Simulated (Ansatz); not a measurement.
Fermi surface of Si2W (I4/mmm) from first principles.

```
Si W
1.0
    -1.60690    1.60690    3.91495
     1.60690   -1.60690    3.91495
     1.60690    1.60690   -3.91495
Si W
2 1
Direct
  0.33470 0.33470 0.00000
  0.66530 0.66530 0.00000
  0.00000 0.00000 0.00000
```

The calculation used DFT PBE, scalar-relativistic, plane waves, PAW; levels and slopes on a dense k mesh at the converged density (Ansatz). No spin polarisation. k mesh for the levels: 24×24×24. Unrelaxed database geometry (residual pressure 3 GPa).

Two bands cross the Fermi level; this is a three-dimensional metal. The density of states at the Fermi level is 0.22 states/eV per primitive cell. The intraband plasma frequencies along the cartesian axes x, y and z of the cell as given are 2.5, 2.5 and 2.9 eV.

Band 11: one hole pocket centred at Γ (2.1 % of the zone); mean Fermi speed 7.5 × 10⁵ m/s.
Band 12: one electron pocket centred at M (2.1 % of the zone).
A pocket cut by a face of the zone is counted once with the part on the opposite face.

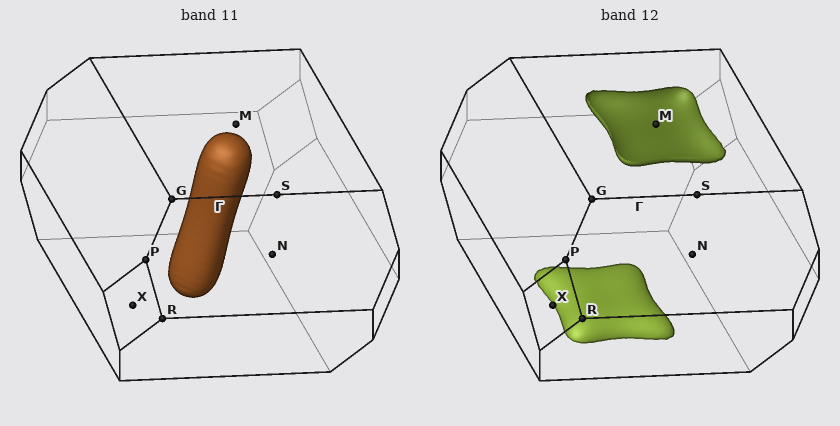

Each panel holds one band. The brighter face of a sheet looks towards empty states.

Spin-orbit coupling is left out; with W it can split, shift or remove sheets. The mesh is coarse (steps of 0.12 Å⁻¹). Necks and pockets thinner than about two mesh steps aren't resolved, so separate pockets may in truth be joined.

Time for the whole run: 38 s on 1 thread of Intel(R) Xeon(R) Platinum 8375C CPU @ 2.90GHz (Ice Lake) (shared host), peak memory 0.68 GiB.
